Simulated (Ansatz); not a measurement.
The structure in question:

```xyz
6
Lattice="4.7592 0.0000 0.0000 0.0000 4.7592 0.0000 0.0000 0.0000 3.2013" Properties=species:S:1:pos:R:3 pbc="T T T"
Sn    0.0000    0.0000    0.0000
Sn    2.3796    2.3796    1.6006
O     3.3032    1.4560    0.0000
O     1.4560    3.3032    0.0000
O     3.8356    3.8356    1.6006
O     0.9236    0.9236    1.6006
```

Before looking at a picture, describe the arrangement of atoms.

Answer. This is SnO2. It belongs to space group P4_2/mnm (No. 136) and has a primitive tetragonal lattice. Its structure type: rutile. It has 6 atoms to the cell (2 Sn, 4 O). The neighbours of Sn are six O in a distorted octahedral arrangement at 2.06 to 2.07 Å. Each O has three Sn at 2.06 to 2.07 Å. The bonds build a three-dimensional framework.

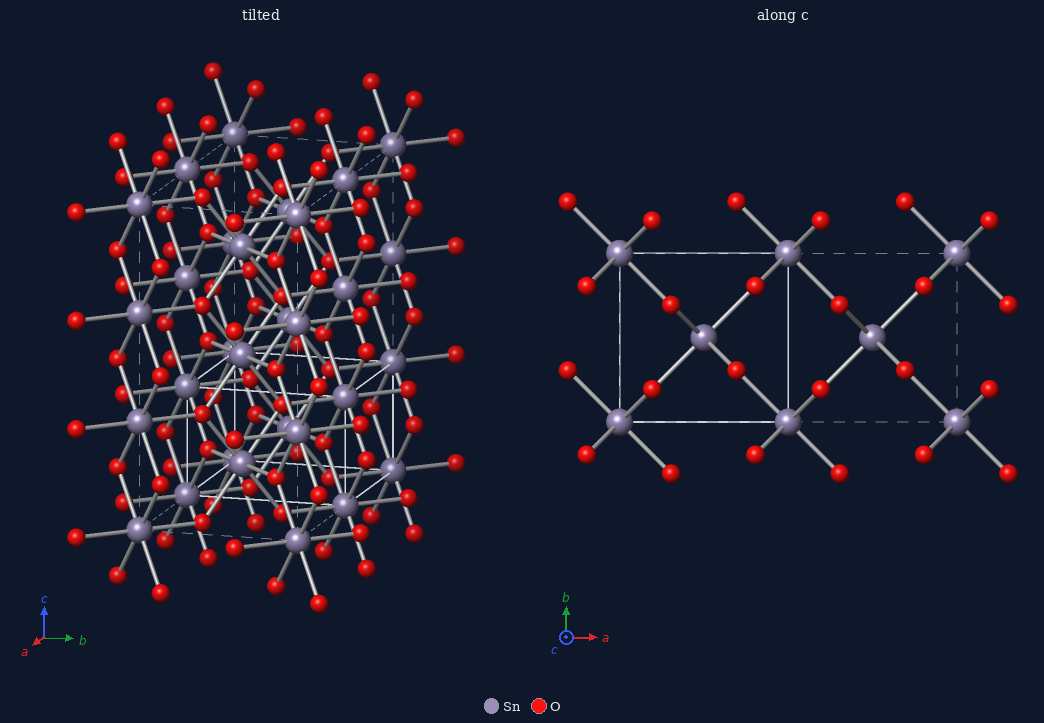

Figure: ball-and-stick view slightly off an axis and along the c axis. The drawing covers 2×1×3 cells, and the solid lines enclose one conventional unit cell. A few atoms beyond the faces are included.

The model was built from a structure listed in the Materials Project, with elements exchanged, so it need not be a known form of the compound. It is drawn as it came out of a relaxation with DFT r2SCAN, scalar-relativistic, plane waves, PAW (Ansatz 0.2.0).
